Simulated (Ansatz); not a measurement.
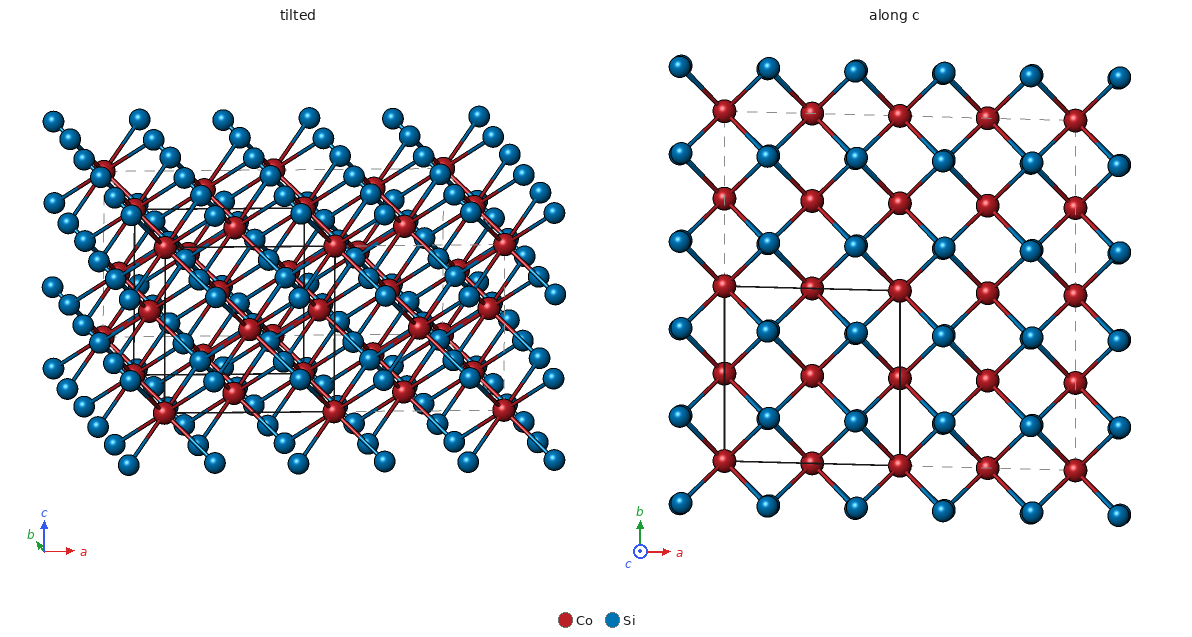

We look at a ball-and-stick model of the crystal slightly off an axis and along the c axis. A 2×2×1 array of cells is drawn; the drawn cell (a repeat of the simulation cell) has the solid edges. Some neighbours outside the box are added.

CoSi₂, a = 5.34 Å, b = 5.32 Å, c = 5.32 Å, α = 91.70°, β = 91.49°, γ = 91.49°.

Method used: Ansatz 0.2.0, DFT LDA, scalar-relativistic, plane waves, PAW. It ran with plane waves up to 420 eV, k-points about 0.22 Å⁻¹ apart, Gaussian smearing of 0.1 eV, no spin polarisation (a spin-restricted run, not always the ground state).

What does the calculation say: metal or gapped?

Answer. A metal: bands cross the Fermi level.

Under what pressure is the structure?

Answer. The computed pressure is -5.7 GPa (stretched: it would shrink). The stress isn't hydrostatic: its largest component is 8.6 GPa.

The initial geometry was a structure listed in the Materials Project. The cell was then strained or its atoms displaced on purpose. It went into a calculation with Ansatz.

At this level of theory the run's own cell isn't at rest (stretched, at -6 GPa), so its distances can differ from those at equilibrium, the more so the softer the solid.
